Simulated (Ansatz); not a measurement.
System: O, space group P6_3/mmc (No. 194).

The given structure:
```
CELL_PARAMETERS angstrom
2.56100 0.00000 0.00000
-1.28050 2.21790 0.00000
0.00000 0.00000 6.57500
ATOMIC_POSITIONS crystal
O 0.33333 0.66667 0.16100
O 0.66667 0.33333 0.66100
O 0.33333 0.66667 0.33900
O 0.66667 0.33333 0.83900
```

One of the inputs:
```
crystal:
  lattice:
    - [2.5779602975, 0.0, 0.0]
    - [-1.2889801488, 2.2325791076, 0.0]
    - [0.0, 0.0, 6.6185443154]
  atoms:
    - { symbol: O, position: [0.3333333333, 0.6666666667, 0.161] }
    - { symbol: O, position: [0.6666666667, 0.3333333333, 0.661] }
    - { symbol: O, position: [0.3333333333, 0.6666666667, 0.339] }
    - { symbol: O, position: [0.6666666667, 0.3333333333, 0.839] }
kpoints:
  mp_grid: { grid: [13, 13, 5] }
scf:
  occupations: { method: fermi_dirac, width: 0.03 }
hamiltonian:
  xc: pbesol
  pseudopotentials: { kind: paw }
output:
  forces: true
  stress: true
  eigenvalues: true
  efg: { contact_densities: true }
  write_density: true
  write_potential: true
  elf: true
  volumetric_format: npy
```

Launched with:
```bash
ansatz run input.yaml --threads 1 --pin off --max-ram 4096MiB --backend cpu --events-out ev --progress --plain --runs-dir out
```

Method: periodic Kohn-Sham DFT of a crystal at fixed atoms, scaled to the stated factor times the given cell; pressure positive in compression (Ansatz 0.2.0). Level: PBEsol.

| setting | value |
| --- | --- |
| method | frozen-core PAW |
| relativity | scalar |
| k mesh | 13×13×5 |
| occupations | Fermi–Dirac |
| smearing width | 0.03 eV |
| wave cutoff | 420 eV |
| PAW set | soft_2 |

V(given) is 9.34 Å³/atom.

Predict the pressure and largest field gradient Vzz against V/V(given). The V/V(given) takes the values 0.96, 0.99, 1.02, 1.06.

The pressure falls from 18.2 GPa at V/V(given) 0.96 to 1.9 GPa at 1.06. The largest field gradient Vzz rises from 10.522 1e21 V/m² at V/V(given) 0.96 to 11.671 1e21 V/m² at 1.06.

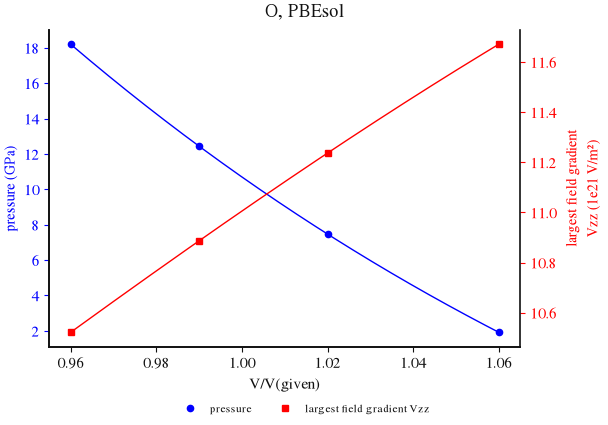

Note: PAW files made with PBE; a lower magnetic state may exist; no gap: field gradients move with the k mesh; the volumes run don't bracket the minimum of the energy, so any equilibrium value is extrapolated; shape and atomic fractions are frozen while scaling, which makes layered, chain and framework solids too stiff.
